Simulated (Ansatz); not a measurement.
**Al: 6 runs along one coordinate**

System: Al (Immm, 1 atom in the cell).
Method: DFT PBE+D3(BJ), scalar-relativistic, plane waves, PAW, no spin polarisation (Ansatz 0.2.0).

The 6 runs differ only in the geometry, by a strain of the cell at fixed fractional positions. Against run 3, the strain is εxx = −0.01 η, εxy = η and εyy = −0.01 η. The structure derives from an entry of the Crystallography Open Database.

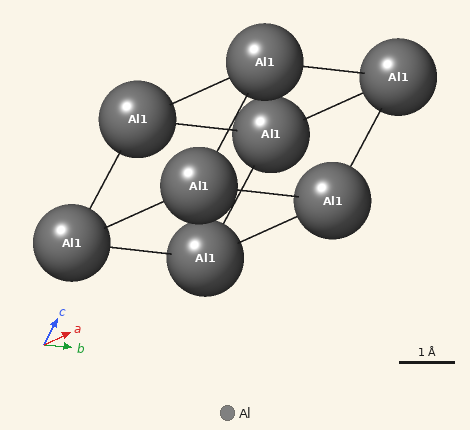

Figure 1. The structure of run 3 (spheres-only view of the reduced cell, seen at an oblique angle; atoms are numbered from 1 in the order of the input).

### Input of run 3
```yaml
crystal:
  lattice:
    - [0.0149352212, 1.9913628292, 1.9913628292]
    - [1.9913628292, 0.0149352212, 1.9913628292]
    - [2.0062980504, 2.0062980504, 0.0]
  atoms:
    - { symbol: Al, position: [0.0, 0.0, 0.0] }
basis:
  ecutwfc: 420
kpoints:
  mp_grid: { grid: [26, 26, 26] }
hamiltonian:
  xc: pbe
  dispersion: d3bj
scf:
  occupations: { method: gaussian, width: 0.15 }
output:
  forces: true
  stress: true
  eigenvalues: true
```

Command:
```bash
ansatz run input.yaml --threads 1 --pin off --max-ram 2560MiB --backend cpu --events-out ev --progress --plain --runs-dir out
```

Run 2 differs from it as follows:
```diff
-    - [0.0149352212, 1.9913628292, 1.9913628292]
-    - [1.9913628292, 0.0149352212, 1.9913628292]
-    - [2.0062980504, 2.0062980504, 0.0]
+    - [0.0099568141, 1.9913628292, 1.9913628292]
+    - [1.9913628292, 0.0099568141, 1.9913628292]
+    - [2.0013196433, 2.0013196433, 0.0]
```

### Results, with one run withheld

```tsv
run	strain parameter η (%)	free energy per atom, from the lowest run given (meV)	pressure (GPa)
1	−1.7501	0.44	0.06
2	−0.2500	?	?
3	0.0000	0.00	0.04
4	0.5000	0.99	0.08
5	0.7500	1.64	0.11
6	1.0001	2.39	0.14
```

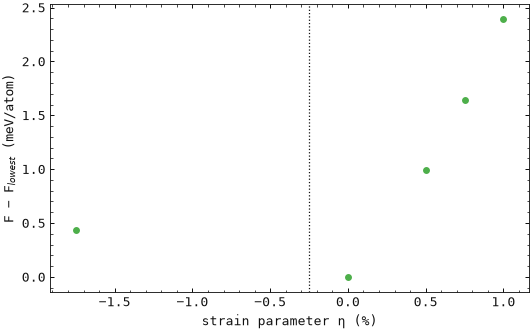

Figure 2. Free energy per atom of the runs given; the dotted line marks run 2.

What should run 2 give?

A cubic polynomial in the coordinate, fitted to the 5 runs given, misses them by under 0.01 meV per atom. With x = η − 0.1000, it reads F = 0.16289 + 1.7176 x + 0.89565 x² − 0.06144 x³ (meV per atom). At run 2 it gives −0.33 meV per atom, and the run itself gives −0.32. The fit has its minimum at η = −0.7793 %.

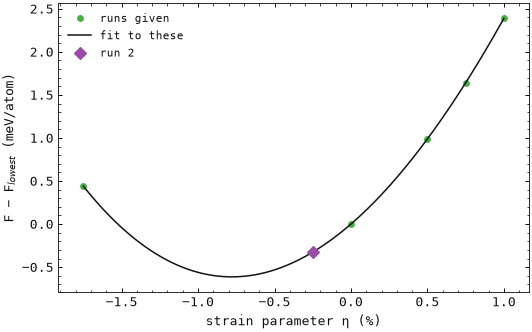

Figure 3. The fit and the withheld run.

### Output, shortened to warnings, some set-up lines, iterations and results (run 2)
```
Basis set: ecut = 420 eV, 331 PW (Γ), exchange–correlation on 40×40×40 points (8 copies of the dense FFT grid, shifted against one another)
Symmetry: 8 space group operations
k-points: 2471 of 17576
Initial density: superposition of atomic densities (neutral atoms: chi_scale 0, normalization atom), corrected by the library's trained network
[...]
SCF iter   1: F=—  HF=-537.849811 eV  |F-HF|=—  |Δ(HF+E_count)|=         —  Δρ=5.56e-4  dr2=2.09e-5  ethr=1.77e-3  ⟨swp⟩=4.7  Hψ=124152  notcnv=0
SCF iter   2: F=—  HF=-537.849839 eV  |F-HF|=—  |Δ(HF+E_count)|=   2.79e-5  Δρ=2.73e-4  dr2=4.24e-6  ethr=6.97e-7  ⟨swp⟩=2.0  Hψ=37790  notcnv=0
SCF iter   3: F=-537.849849 eV  HF=-537.849849 eV  |F-HF|=4.20e-8  |Δ(HF+E_count)|=   9.36e-6  Δρ=1.98e-5  dr2=2.39e-8  ethr=1.41e-7  ⟨swp⟩=2.0  Hψ=17506  notcnv=0
SCF iter   4: F=-537.849849 eV  HF=-537.849849 eV  |F-HF|=5.54e-11  |Δ(HF+E_count)|=   4.32e-8  Δρ=2.73e-6  dr2=8.95e-10  ethr=7.96e-10  ⟨swp⟩=1.4  Hψ=14771  notcnv=0
SCF iter   5: F=-537.849849 eV  HF=-537.849849 eV  |F-HF|=1.14e-13  |Δ(HF+E_count)|=  2.77e-11  Δρ=1.26e-7  dr2=1.94e-12  ethr=2.98e-11  ⟨swp⟩=1.0  Hψ=13792  notcnv=0
SCF iter   6: F=-537.849849 eV  HF=-537.849849 eV  |F-HF|=2.27e-13  |Δ(HF+E_count)|=  6.82e-13  Δρ=1.90e-8  dr2=4.89e-14  ethr=1.00e-12  ⟨swp⟩=2.0  Hψ=47221  notcnv=0
SCF 1 converged in 6 iterations: F = -537.849849 eV  dr2 = 4.89e-14
SCF converged after 6 iterations
Free energy (F): -537.849849 eV
Harris-Foulkes:  -537.849849 eV  (|F-HF|=2.27e-13)
Internal energy: -537.845743 eV  (E = F + TS)
E sigma→0 (E₀):  -537.847796 eV
Entropy (-TS):   -0.004106 eV (-4.106 meV/atom)
Fermi energy:    8.419022 eV
--- Per-component energies (eV) ---
  E_band       = 11.590033
  E_kinetic    = 23.449648
  E_local      = 10.573584  (includes V_loc(G=0)·N_el)
  E_nonlocal   = 10.402632
  E_hartree    = 0.113967
  E_xc         = -40.023057
  E_vxc        = -29.337120  (∫ρ·V_xc dr)
  E_paw        = -467.415491  (= ΣΔE_a)
  E_vpaw       = -3.726643  (= ΣTr[D̂ρ^β])
  E_aug_tail   = -0.000002  (compensation charges beyond the density's cutoff)
  E_ewald      = -74.594932
  E_disp       = -0.352092  (pairwise vdW)
  E_smearing   = -0.004106  (= −TS)
  E_closure    = 0.000000  (closes the sum)
  Σ components = -537.849849   (vs F -537.849849, Δ=0.00e0)
--- Forces (eV/Å), atoms counted from 1 ---
  atom   1  Al     0.00000000    -0.00000000     0.00000000
  max |Σ_I F_I| component: 7.70e-34 eV/Å
--- Stress (GPa, compression-positive) ---
        0.032861      -0.517474       0.000000
       -0.517474       0.032861       0.000000
        0.000000       0.000000       0.021808
  P = ⅓ Tr σ = 0.0292 GPa (0.292 kbar)
```
